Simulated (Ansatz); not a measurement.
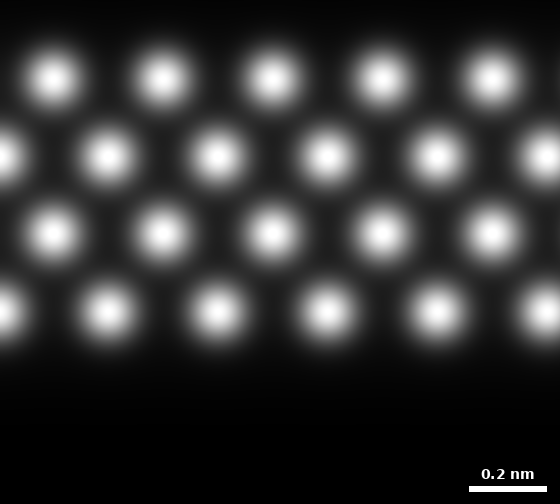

Cross-section of a slab of composition Al, seen along a direction in its plane, the normal pointing up. The image is simulated as a sum over atoms of Z^1.7, blurred by a 1.20 Å probe (no channelling). The probe carries 25 % of its weight in a tail 2.5 times as wide. Atomic positions: the geometry relaxed in a fixed cell with Ansatz, DFT PBE, scalar-relativistic, plane waves, PAW.

### How many atomic planes does the slab have, and what do they hold from top to bottom?

4 planes (atoms within 0.35 Å in height count as one plane):

| plane | content | depth below the top plane (Å) |
| --- | --- | --- |
| 1 | Al | 0.0 |
| 2 | Al | 2.0 |
| 3 | Al | 4.0 |
| 4 | Al | 6.1 |

### How thick is it, and how does it end on either side?

The outermost planes are 6.1 Å apart. The upper face ends in Al and the lower in Al, so the sequence of planes is the same from both sides.
